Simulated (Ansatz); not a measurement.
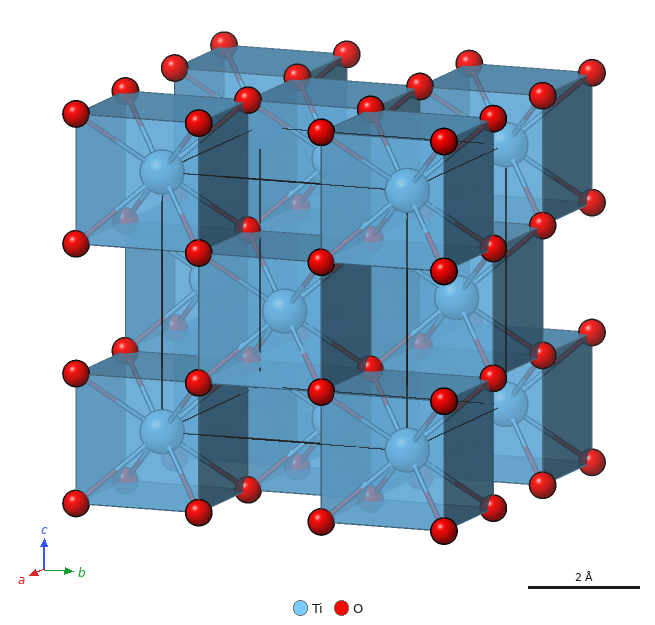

A polyhedral rendering, viewed slightly off an axis. The conventional unit cell is outlined; an atom on or near a face, edge or corner is repeated at each equivalent position. Some atoms of the next cells are drawn as well.

TiO₂, space group Fm-3m (No. 225), a = 4.79 Å, b = 4.79 Å, c = 4.79 Å, α = 90.00°, β = 90.00°, γ = 90.00°.

The calculation used DFT, r2SCAN, plane waves, PAW (Ansatz), with plane waves up to 500 eV, k-points about 0.28 Å⁻¹ apart, no spin polarisation.

> Predict the gap.

A semiconductor at this level, with a gap of 1.51 eV, indirect; the smallest direct gap is 2.21 eV.

> Estimate ε∞.

ε∞ averages 8.8.

Origin of the cell: a structure type filled with these elements by a generator (whether the compound takes this form wasn't checked). Earlier steps of the study may have refined or changed the cell and positions. An electronic-structure calculation with Ansatz was run on it.
